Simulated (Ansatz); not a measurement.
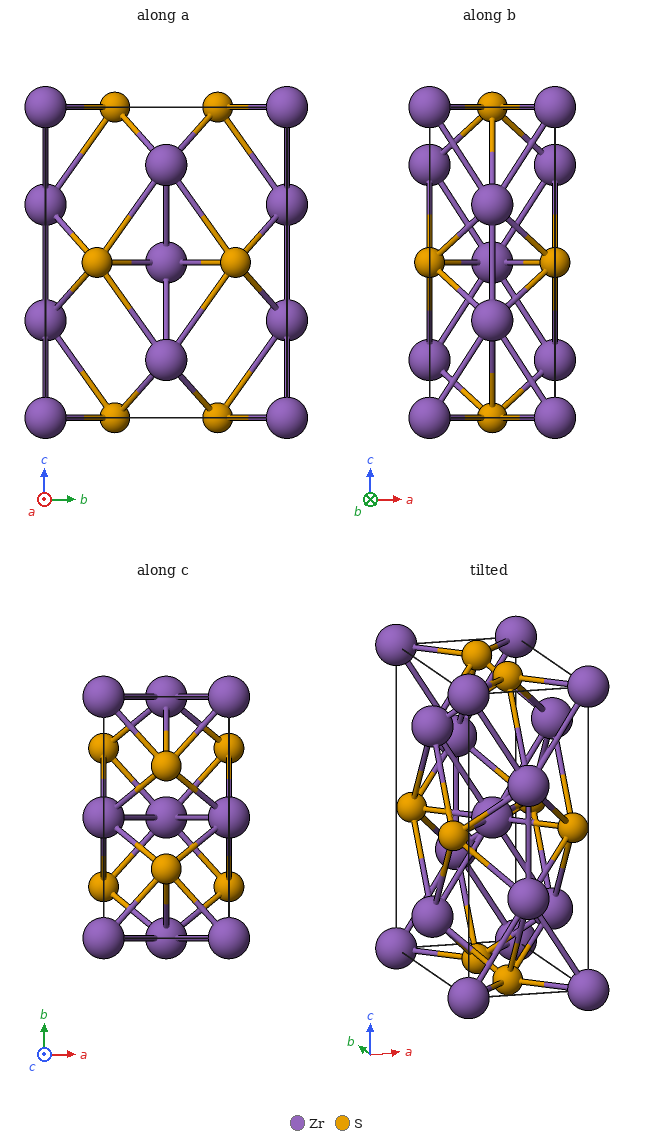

An orthographic ball-and-stick view of the structure, along the a axis, along the b axis, along the c axis and slightly off an axis. Lines trace the edges of the conventional unit cell.

Lattice parameters: a = 3.410 Å, b = 6.565 Å, c = 8.450 Å, α = 90.00°, β = 90.00°, γ = 90.00°.

### Transcribe the picture into a table of Wyckoff sites, with free fractional coordinates to two decimals.

Space group Immm (No. 71).
```tsv
atom	site	x	y	z
Zr	4j	0.00	0.50	0.19
Zr	2a	0.00	0.00	0.00
S	4h	0.50	0.29	0.00
```

Provenance: a random cell made by a generator, so it need not be a real form of the compound. The geometry was optimised with Ansatz 0.2.0, DFT PBE, scalar-relativistic, plane waves, PAW.
